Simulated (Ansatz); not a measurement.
## Ti4Al9: geometry relaxation (part 1 of 2)

System: Ti4Al9 (slab, 13 atoms in the cell).
Method: DFT PBEsol, scalar-relativistic, plane waves, PAW, no spin polarisation (Ansatz 0.2.0).

The structure derives from an entry of the Crystallography Open Database. It belongs to a series of runs on one base structure; here: (1 1 0) slab, atoms relaxed. Figures and captions count atoms from 1; the log counts them from 0 in places.

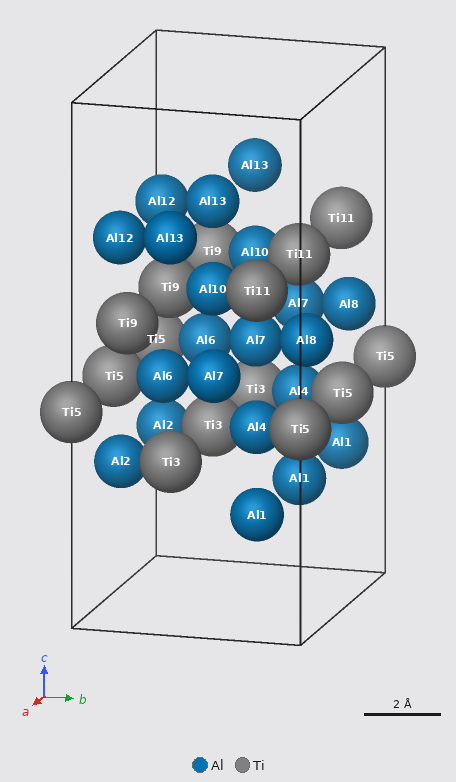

The input geometry (spheres-only view of the 2 × 1 repeat of the cell, with the vacuum cut short, seen slightly off an axis; atoms are numbered from 1 in the order of the input). An atom can appear more than once, as a periodic image.

**Input file**
```yaml
crystal:
  lattice:
    - [3.9724249786, 0.0, 0.0]
    - [0.0, 6.3340202875, 0.0]
    - [0.0, 0.0, 22.4223014059]
  atoms:
    - { symbol: Al, position: [0.0, 0.8103778562, 0.3344884124] }
    - { symbol: Al, position: [0.5, 0.1233989978, 0.3631059885] }
    - { symbol: Ti, position: [0.0, 0.432749588, 0.391387989] }
    - { symbol: Al, position: [0.5, 0.7155667843, 0.4172442062] }
    - { symbol: Ti, position: [0.0, 0.9983839807, 0.4431004235] }
    - { symbol: Al, position: [0.5, 0.3077345708, 0.4713824239] }
    - { symbol: Al, position: [0.0, 0.6207557124, 0.5] }
    - { symbol: Al, position: [0.5, 0.933776854, 0.5286175761] }
    - { symbol: Ti, position: [0.0, 0.2431274442, 0.5568995765] }
    - { symbol: Al, position: [0.5, 0.5259446405, 0.5827557938] }
    - { symbol: Ti, position: [0.0, 0.8087618369, 0.608612011] }
    - { symbol: Al, position: [0.5, 0.118112427, 0.6368940115] }
    - { symbol: Al, position: [0.0, 0.4311335686, 0.6655115876] }
basis:
  ecutwfc: 420
kpoints:
  mp_grid: { grid: [9, 6, 1] }
hamiltonian:
  xc: pbesol
scf:
  occupations: { method: gaussian, width: 0.1 }
output:
  forces: true
  eigenvalues: true
  write_density: true
  write_potential: true
  elf: true
  volumetric_format: npy
relax:
  adjacent_minimum: "off"
  f_tol: 0.02
  max_steps: 60
efield:
  axis: 3
  dipole_correction: true
  ramp_width: 0.04
```

Hardware: 1 thread of Arm Neoverse V1, 24 GiB of memory available, shared host.

Command:
```bash
ansatz run input.yaml --threads 1 --pin off --max-ram 2560MiB --backend cpu --events-out ev --progress --plain --runs-dir out
```

**What the program printed**
```
Engine: ansatz 0.2.0, aarch64-unknown-linux-gnu
Pseudopotentials: kind: paw
Pseudopotential: Al, paw, valence charge 3, recommended cutoff 420 eV (normal), Al.paw.azcp
Pseudopotential: Ti, paw, valence charge 12, recommended cutoff 420 eV (normal), Ti.paw.azcp
Functional definition: PBEsol
  exchange = pbesol_x
  correlation = pbesol_c
Crystal: 13 atoms, lattice volume = 564.177 Å³
Basis set: ecut = 420 eV, 11079 PW (Γ), exchange–correlation on 54×90×300 points (8 copies of the dense FFT grid, shifted against one another)
Bands: 51, of which v1, the nominal top of the filled ones, is band 38 counted from 1 (37 counted from 0)
Symmetry: 2 space group operations
k-points: 20 of 54 (time reversal used)
Non-local potential: Al, projectors of the file, l = 0: 2, l = 1: 2, l = 2: 1
Non-local potential: Ti, projectors of the file, l = 0: 3, l = 1: 2, l = 2: 3, l = 3: 1
PAW form: soft (Blöchl's): semilocal exchange-correlation on the pseudo side does not see the compensation charge
PAW frozen core: Al, regenerated for the run's functional, and the local potential with it (the file was generated under x = pbe(κ = 0.804, μ = 0.2195149727645171), c = pbe(β = 0.06672455060314922))
PAW frozen core: Ti, regenerated for the run's functional, and the local potential with it (the file was generated under x = pbe(κ = 0.804, μ = 0.2195149727645171), c = pbe(β = 0.06672455060314922))
PAW one-centre angular grid: Al, 110 points (default); XC on 64 Gauss nodes
PAW one-centre angular grid: Ti, 590 points (default); XC on 64 Gauss nodes
Initial density: superposition of atomic densities (neutral atoms: chi_scale 0, normalization atom), corrected by the library's trained network
Initial wavefunctions: pseudopotential atomic-orbital guess
Functional: x = pbesol(κ = 0.804, μ = 0.12345679012345678), c = pbesol(β = 0.046)
SCF iter   1: F=—  HF=-14615.314767 eV  |F-HF|=—  |Δ(HF+E_count)|=         —  Δρ=3.78e-3  dr2=1.44e-1  ethr=1.77e-3  p=-0.000 e·Å  D=-1.16e-11 V/Å  ΔV_dip=0.00 eV  dr2_dipole=7.38e-8  V_vac-E_F(+/−)=4.50/4.50 eV  ⟨swp⟩=9.1  Hψ=5191  notcnv=0
efield: sawtooth ramp at fractional position 0.9800 (placed from the atoms, in the widest stretch of the axis that holds none; the zero of the levels goes with the place), width 0.0400; the density the first Hamiltonian is built on has a dipole p = -0.000 e·Å; the dipole correction subtracts the counter field D = -1.16e-11 V/Å, which shifts the + side's vacuum level by +0.00 eV against the − side's; the planar-averaged density in the ramp window peaks in size at 8.7e-6 e/Å³
preconditioner: auto → LDOS  [metal: Δε(μ)=0.038 eV  Ē_g=4.329 eV  σ=0.100 eV  W_gap=0.21  n_scr=64 (ndim 8)  ℏωp=10.3 eV  f_vac=0.515  D(μ)=8.64/eV (n_scr^D=34)  β→1.0]
SCF iter   2: F=—  HF=-14615.311164 eV  |F-HF|=—  |Δ(HF+E_count)|=   3.60e-3  Δρ=1.88e-3  dr2=1.82e-2  ethr=1.92e-4  p=0.000 e·Å  D=6.73e-6 V/Å  ΔV_dip=-0.00 eV  dr2_dipole=2.30e-7  V_vac-E_F(+/−)=4.50/4.50 eV  ⟨swp⟩=3.0  Hψ=2173  notcnv=0  defer=98
SCF iter   3: F=—  HF=-14615.306912 eV  |F-HF|=—  |Δ(HF+E_count)|=   4.25e-3  Δρ=6.11e-4  dr2=4.09e-3  ethr=2.42e-5  p=0.000 e·Å  D=4.33e-6 V/Å  ΔV_dip=-0.00 eV  dr2_dipole=3.80e-10  V_vac-E_F(+/−)=4.49/4.49 eV  ⟨swp⟩=2.2  Hψ=1864  notcnv=0  defer=98
SCF iter   4: F=—  HF=-14615.306667 eV  |F-HF|=—  |Δ(HF+E_count)|=   2.45e-4  Δρ=1.73e-4  dr2=2.22e-4  ethr=5.46e-6  p=0.000 e·Å  D=1.68e-6 V/Å  ΔV_dip=-0.00 eV  dr2_dipole=2.33e-10  V_vac-E_F(+/−)=4.50/4.50 eV  ⟨swp⟩=3.2  Hψ=1881  notcnv=0  defer=98
SCF iter   5: F=—  HF=-14615.306659 eV  |F-HF|=—  |Δ(HF+E_count)|=   8.00e-6  Δρ=4.04e-5  dr2=1.71e-5  ethr=2.97e-7  p=0.000 e·Å  D=8.23e-7 V/Å  ΔV_dip=-0.00 eV  dr2_dipole=1.37e-10  V_vac-E_F(+/−)=4.50/4.50 eV  ⟨swp⟩=2.4  Hψ=1710  notcnv=0  defer=95
iter 6 did not close the SCF: its close was put off until two iterations running show no level that it waits for move by more than its bar (scf_convergence_deferred on its scf_iter line)
SCF iter   6: F=-14615.306666 eV  HF=-14615.306666 eV  |F-HF|=4.33e-7  |Δ(HF+E_count)|=   6.62e-6  Δρ=1.48e-5  dr2=1.87e-6  ethr=1.33e-8  p=0.000 e·Å  D=2.70e-7 V/Å  ΔV_dip=-0.00 eV  dr2_dipole=2.20e-11  V_vac-E_F(+/−)=4.50/4.50 eV  ⟨swp⟩=24.4  Hψ=11250  notcnv=0
SCF iter   7: F=-14615.306666 eV  HF=-14615.306666 eV  |F-HF|=7.42e-8  |Δ(HF+E_count)|=   2.87e-7  Δρ=3.71e-6  dr2=1.56e-7  ethr=2.49e-9  p=0.000 e·Å  D=1.11e-7 V/Å  ΔV_dip=-0.00 eV  dr2_dipole=8.96e-12  V_vac-E_F(+/−)=4.50/4.50 eV  ⟨swp⟩=11.7  Hψ=8181  notcnv=0
SCF 1 converged in 7 iterations: F = -14615.306666 eV  dr2 = 1.56e-7
  greatest PAW one-centre occupation: 0.999 electrons in one spin orbital (limit 2), on the Ti atom at site 4 (counted from 0), in its partial waves of l = 0
relax step   1: F+E_penalty+E_count = -14615.30666633 eV  Δ(F+E_penalty+E_count) = +0.000e0 eV  max|allowed force component| = 6.553e-1 eV/Å  Δτ_max = 0.0000 Å  (7 SCF iters, dr2 threshold 1.00e-5 eV, accepted)
Initial density: handed on by an earlier stage of this run
Initial wavefunctions: those handed on with the density
iter 1 solved again at ethr=1.68e-3 eV; its pass at ethr=3.10e-3 eV (dr2=1.26e0 eV) is discarded
SCF iter   1: F=—  HF=-14615.659840 eV  |F-HF|=—  |Δ(HF+E_count)|=         —  Δρ=9.15e-3  dr2=1.28e0  ethr=1.68e-3  p=0.000 e·Å  D=1.11e-7 V/Å  ΔV_dip=-0.00 eV  dr2_dipole=1.75e-13  V_vac-E_F(+/−)=4.52/4.52 eV  ⟨swp⟩=1.0  Hψ=3917  notcnv=0  defer=41
efield: sawtooth ramp at fractional position 0.9800 (handed on by an earlier solve), width 0.0400; the density the first Hamiltonian is built on has a dipole p = 0.000 e·Å; the dipole correction subtracts the counter field D = 1.11e-7 V/Å, which shifts the + side's vacuum level by -0.00 eV against the − side's; the planar-averaged density in the ramp window peaks in size at 1.8e-6 e/Å³
preconditioner: auto → LDOS  [metal: Δε(μ)=0.068 eV  Ē_g=4.350 eV  σ=0.100 eV  W_gap=0.35  n_scr=64 (ndim 8)  ℏωp=10.3 eV  f_vac=0.516  D(μ)=6.94/eV (n_scr^D=24)  β→1.0]
SCF iter   2: F=—  HF=-14615.553632 eV  |F-HF|=—  |Δ(HF+E_count)|=   1.06e-1  Δρ=5.18e-3  dr2=5.33e-1  ethr=1.68e-3  p=-0.000 e·Å  D=-8.47e-6 V/Å  ΔV_dip=0.00 eV  dr2_dipole=6.63e-8  V_vac-E_F(+/−)=4.57/4.57 eV  ⟨swp⟩=2.5  Hψ=1526  notcnv=0  defer=41
SCF iter   3: F=—  HF=-14615.485066 eV  |F-HF|=—  |Δ(HF+E_count)|=   6.86e-2  Δρ=1.11e-3  dr2=2.14e-2  ethr=7.10e-4  p=0.000 e·Å  D=1.70e-7 V/Å  ΔV_dip=-0.00 eV  dr2_dipole=5.35e-9  V_vac-E_F(+/−)=4.54/4.54 eV  ⟨swp⟩=2.0  Hψ=1712  notcnv=0  defer=69
SCF iter   4: F=—  HF=-14615.481471 eV  |F-HF|=—  |Δ(HF+E_count)|=   3.59e-3  Δρ=2.99e-4  dr2=8.80e-4  ethr=2.85e-5  p=0.000 e·Å  D=8.45e-7 V/Å  ΔV_dip=-0.00 eV  dr2_dipole=1.22e-10  V_vac-E_F(+/−)=4.54/4.54 eV  ⟨swp⟩=2.8  Hψ=1662  notcnv=0  defer=69
SCF iter   5: F=—  HF=-14615.481482 eV  |F-HF|=—  |Δ(HF+E_count)|=   1.03e-5  Δρ=7.41e-5  dr2=4.21e-5  ethr=1.17e-6  p=0.000 e·Å  D=3.66e-7 V/Å  ΔV_dip=-0.00 eV  dr2_dipole=6.10e-11  V_vac-E_F(+/−)=4.54/4.54 eV  ⟨swp⟩=2.0  Hψ=1452  notcnv=0  defer=69
SCF iter   6: F=-14615.481492 eV  HF=-14615.481493 eV  |F-HF|=1.00e-6  |Δ(HF+E_count)|=   1.16e-5  Δρ=2.76e-5  dr2=7.27e-6  ethr=3.58e-8  p=0.000 e·Å  D=4.02e-7 V/Å  ΔV_dip=-0.00 eV  dr2_dipole=1.30e-11  V_vac-E_F(+/−)=4.54/4.54 eV  ⟨swp⟩=27.1  Hψ=11650  notcnv=0
SCF 2 converged in 6 iterations: F = -14615.481492 eV  dr2 = 7.27e-6
  greatest PAW one-centre occupation: 0.999 electrons in one spin orbital (limit 2), on the Ti atom at site 8 (counted from 0), in its partial waves of l = 0
relax step   2: F+E_penalty+E_count = -14615.48149233 eV  Δ(F+E_penalty+E_count) = -1.748e-1 eV  max|allowed force component| = 4.318e-1 eV/Å  Δτ_max = 0.1340 Å  (6 SCF iters, dr2 threshold 2.68e-5 eV, accepted)
SCF iter   1: F=—  HF=-14615.541357 eV  |F-HF|=—  |Δ(HF+E_count)|=         —  Δρ=2.95e-3  dr2=1.92e-1  ethr=2.95e-3  p=0.000 e·Å  D=4.02e-7 V/Å  ΔV_dip=-0.00 eV  dr2_dipole=2.48e-10  V_vac-E_F(+/−)=4.53/4.53 eV  ⟨swp⟩=3.0  Hψ=1929  notcnv=0  defer=78
efield: sawtooth ramp at fractional position 0.9800 (handed on by an earlier solve), width 0.0400; the density the first Hamiltonian is built on has a dipole p = 0.000 e·Å; the dipole correction subtracts the counter field D = 4.02e-7 V/Å, which shifts the + side's vacuum level by -0.00 eV against the − side's; the planar-averaged density in the ramp window peaks in size at 2.3e-6 e/Å³
preconditioner: auto → LDOS  [metal: Δε(μ)=0.009 eV  Ē_g=4.367 eV  σ=0.100 eV  W_gap=0.05  n_scr=64 (ndim 8)  ℏωp=10.3 eV  f_vac=0.514  D(μ)=8.20/eV (n_scr^D=34)  β→1.0]
SCF iter   2: F=—  HF=-14615.524228 eV  |F-HF|=—  |Δ(HF+E_count)|=   1.71e-2  Δρ=1.04e-3  dr2=1.58e-2  ethr=2.56e-4  p=-0.000 e·Å  D=-8.43e-7 V/Å  ΔV_dip=0.00 eV  dr2_dipole=4.58e-8  V_vac-E_F(+/−)=4.56/4.56 eV  ⟨swp⟩=2.2  Hψ=1535  notcnv=0  defer=79
SCF iter   3: F=—  HF=-14615.522124 eV  |F-HF|=—  |Δ(HF+E_count)|=   2.10e-3  Δρ=3.63e-4  dr2=3.44e-3  ethr=2.11e-5  p=-0.000 e·Å  D=-5.83e-7 V/Å  ΔV_dip=0.00 eV  dr2_dipole=7.20e-9  V_vac-E_F(+/−)=4.56/4.56 eV  ⟨swp⟩=3.2  Hψ=1684  notcnv=0  defer=79
SCF iter   4: F=—  HF=-14615.521862 eV  |F-HF|=—  |Δ(HF+E_count)|=   2.62e-4  Δρ=1.25e-4  dr2=2.69e-4  ethr=4.58e-6  p=0.000 e·Å  D=6.66e-9 V/Å  ΔV_dip=-0.00 eV  dr2_dipole=8.31e-10  V_vac-E_F(+/−)=4.56/4.56 eV  ⟨swp⟩=2.2  Hψ=1359  notcnv=0  defer=79
SCF iter   5: F=-14615.521846 eV  HF=-14615.521847 eV  |F-HF|=9.08e-7  |Δ(HF+E_count)|=   1.52e-5  Δρ=2.33e-5  dr2=6.53e-6  ethr=1.55e-8  p=-0.000 e·Å  D=-1.44e-7 V/Å  ΔV_dip=0.00 eV  dr2_dipole=1.28e-11  V_vac-E_F(+/−)=4.56/4.56 eV  ⟨swp⟩=23.6  Hψ=10945  notcnv=0
SCF 3 converged in 5 iterations: F = -14615.521846 eV  dr2 = 6.53e-6
  Residual-converged pass: ⟨swp⟩=1.0  Hψ=1100  notcnv=0  max |occ|·‖R‖ = 7.1e-9 eV (tolerance 1.0e-8 eV)  dr2=6.53e-6  dr2_onsite=3.07e-7  max |Δocc| = 9.7e-11
relax step   3: F+E_penalty+E_count = -14615.52184599 eV  Δ(F+E_penalty+E_count) = -4.035e-2 eV  max|allowed force component| = 4.556e-2 eV/Å  Δτ_max = 0.0518 Å  (5 SCF iters, dr2 threshold 1.17e-5 eV, accepted)
SCF iter   1: F=—  HF=-14615.523520 eV  |F-HF|=—  |Δ(HF+E_count)|=         —  Δρ=4.04e-4  dr2=2.60e-3  ethr=8.09e-5  p=-0.000 e·Å  D=-1.44e-7 V/Å  ΔV_dip=0.00 eV  dr2_dipole=3.80e-10  V_vac-E_F(+/−)=4.56/4.56 eV  ⟨swp⟩=2.0  Hψ=1837  notcnv=0  defer=63
efield: sawtooth ramp at fractional position 0.9800 (handed on by an earlier solve), width 0.0400; the density the first Hamiltonian is built on has a dipole p = -0.000 e·Å; the dipole correction subtracts the counter field D = -1.44e-7 V/Å, which shifts the + side's vacuum level by +0.00 eV against the − side's; the planar-averaged density in the ramp window peaks in size at 2.6e-6 e/Å³
preconditioner: auto → LDOS  [metal: Δε(μ)=0.007 eV  Ē_g=4.349 eV  σ=0.100 eV  W_gap=0.04  n_scr=64 (ndim 8)  ℏωp=10.3 eV  f_vac=0.514  D(μ)=7.85/eV (n_scr^D=30)  β→1.0]
SCF iter   2: F=—  HF=-14615.523172 eV  |F-HF|=—  |Δ(HF+E_count)|=   3.49e-4  Δρ=2.02e-4  dr2=6.63e-4  ethr=3.47e-6  p=-0.000 e·Å  D=-9.53e-7 V/Å  ΔV_dip=0.00 eV  dr2_dipole=2.82e-12  V_vac-E_F(+/−)=4.57/4.57 eV  ⟨swp⟩=2.0  Hψ=1545  notcnv=0  defer=63
SCF iter   3: F=—  HF=-14615.523124 eV  |F-HF|=—  |Δ(HF+E_count)|=   4.76e-5  Δρ=3.82e-5  dr2=2.10e-5  ethr=8.85e-7  p=0.000 e·Å  D=1.40e-7 V/Å  ΔV_dip=-0.00 eV  dr2_dipole=4.58e-10  V_vac-E_F(+/−)=4.57/4.57 eV  ⟨swp⟩=2.0  Hψ=1335  notcnv=0  defer=63
SCF iter   4: F=—  HF=-14615.523253 eV  |F-HF|=—  |Δ(HF+E_count)|=   1.29e-4  Δρ=1.08e-5  dr2=1.60e-6  ethr=2.80e-8  p=0.000 e·Å  D=7.54e-8 V/Å  ΔV_dip=-0.00 eV  dr2_dipole=4.73e-10  V_vac-E_F(+/−)=4.57/4.57 eV  ⟨swp⟩=3.0  Hψ=1706  notcnv=0  defer=63
SCF iter   5: F=-14615.523253 eV  HF=-14615.523253 eV  |F-HF|=3.40e-8  |Δ(HF+E_count)|=   1.63e-7  Δρ=2.67e-6  dr2=8.48e-8  ethr=1.33e-10  p=0.000 e·Å  D=3.01e-8 V/Å  ΔV_dip=-0.00 eV  dr2_dipole=6.12e-12  V_vac-E_F(+/−)=4.57/4.57 eV  ⟨swp⟩=17.4  Hψ=8962  notcnv=0
SCF 4 converged in 5 iterations: F = -14615.523253 eV  dr2 = 8.48e-8
relax step   4: F+E_penalty+E_count = -14615.52325344 eV  Δ(F+E_penalty+E_count) = -1.407e-3 eV  max|allowed force component| = 8.041e-3 eV/Å  Δτ_max = 0.0094 Å  (5 SCF iters, accepted)
```

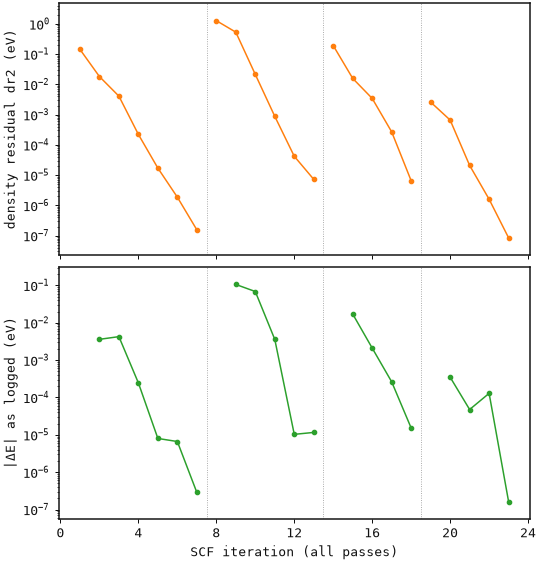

Convergence of the self-consistent field: density residual dr2 and size of the energy change against the SCF iteration. The dotted lines part the SCF passes of the relaxation: geometry steps, rejected trials and re-solves on a re-selected basis. The passes take 7, 6, 5 and 5 iterations.

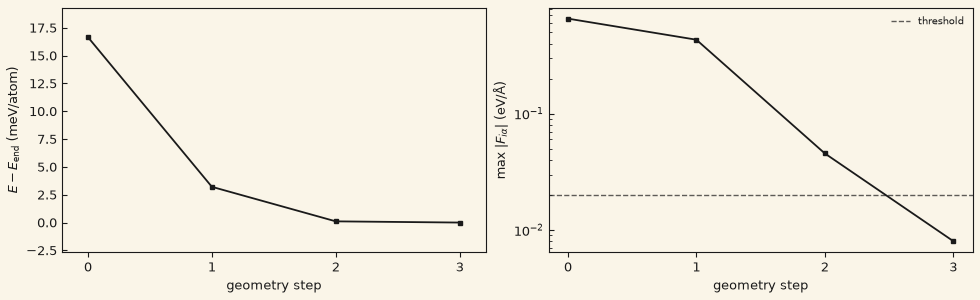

Progress of the relaxation, step by step (the first geometry is step 0 here and step 1 in the log).

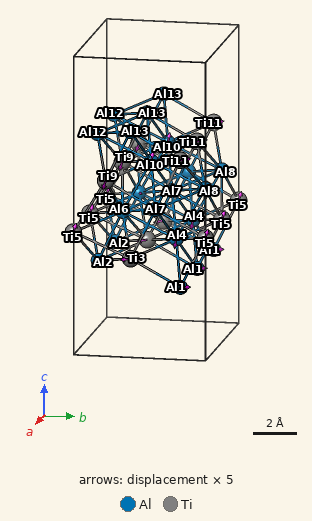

The starting structure with the displacements as pink arrows, magnified 5 times (ball-and-stick view of the 2 × 1 repeat of the cell, with the vacuum cut short, seen slightly off an axis). Over 3 geometry steps the energy falls by 16.7 meV per atom. The largest force component goes from 0.66 to 0.008 eV/Å. The largest moves, 0.11 Å, are those of Al1, Ti3, Ti11 and Al13. Largest moves by element: Ti 0.11 Å, Al 0.11 Å. The cell stays as it was. Distances before and after: Ti5–Ti9 2.986 → 2.793 Å, Al1–Ti3 2.711 → 2.889 Å, Al4–Al8 2.854 → 2.957 Å, Al12–Al13 2.879 → 2.785 Å. Among the angles that change: Al2–Al1–Al2 87.2° → 91.0°, Al2–Al1–Al4 119.5° → 123.0°. (Atoms are counted from 1 in the order of the input.)
